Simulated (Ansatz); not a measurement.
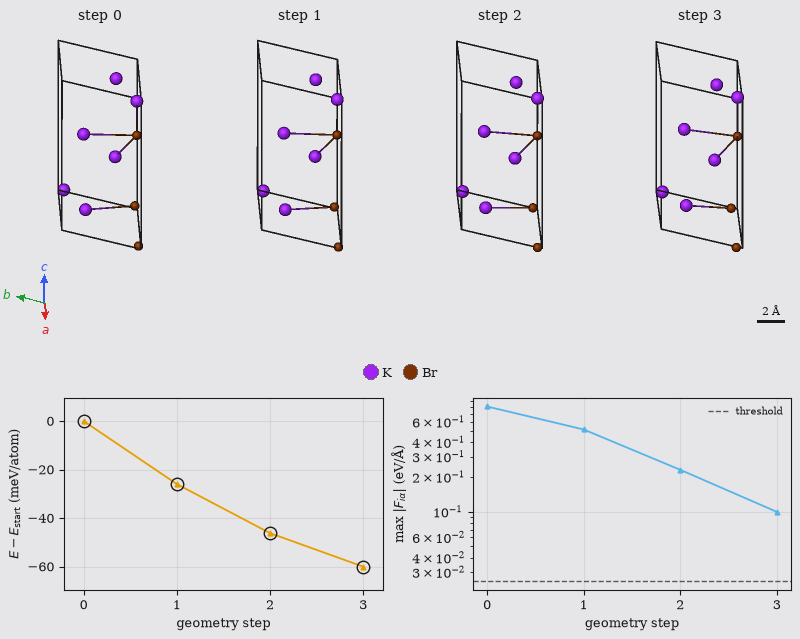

Frames of a relaxation of crystalline K3Br (a generated structure, set up in P1) (coarse preliminary run), marked on the history of the run. A ball-and-stick model of the cell of the calculation, seen from a free direction.

Theory: DFT PBE, scalar-relativistic, plane waves, PAW in Ansatz. Set-up: plane-wave cutoff 420 eV; k-point mesh 6 × 6 × 2; occupations gaussian; smearing width 0.2 eV; no spin polarisation; cell and atoms relaxed; force threshold 0.025 eV/Å; at most 60 steps.

### What happens along the run?

The run was cut off at its time limit before the relaxation converged, so the last structure is only a point on the way. A K atom moves most relative to the cell: 0.48 Å along [0 −1 2]. Largest moves by element: K 0.48 Å, Br 0.36 Å. The volume changes by −2.3 %, with a 6.725 → 6.542 Å (−2.7 %), b 6.729 → 6.867 Å (+2.0 %), c 12.665 → 12.516 Å (−1.2 %), α 90.4° → 90.2°, β 89.2° → 89.5°, γ 120.3° → 120.8°. Near-neighbour distances that change, for instance: Br–K 3.700 → 3.133 Å, Br–K 3.932 → 3.507 Å, K–K 3.586 → 3.938 Å, Br–K 3.724 → 3.408 Å. Bond angles that change, for instance: K–Br–K 90.1° → 105.3°, K–Br–K 91.7° → 102.9°, K–Br–K 90.9° → 80.4°. The space group stays P1 (No. 1). After 3 geometry steps the energy has fallen by 60.0 meV per atom. The largest force component goes from 0.81 to 0.1 eV/Å. Pressure: 0.31 GPa at the start and 0.09 GPa at the end. From step 0 to 1: a K atom moves most (0.15 Å), volume −0.2 %, energy −26.0 meV per atom. From step 1 to 2: a K atom moves most (0.20 Å), volume −1.3 %, energy −20.2 meV per atom. From step 2 to 3: a K atom moves most (0.19 Å), volume −0.8 %, energy −13.8 meV per atom.

```
step  E − E(0), meV/atom  largest force component, eV/Å  pressure, GPa  volume, Å³/atom
   0                0.00                         0.8142           0.31           61.835
   1              -25.97                         0.5151           0.12           61.738
   2              -46.20                         0.2306           0.08           60.907
   3              -60.04                         0.0997           0.09           60.391
```
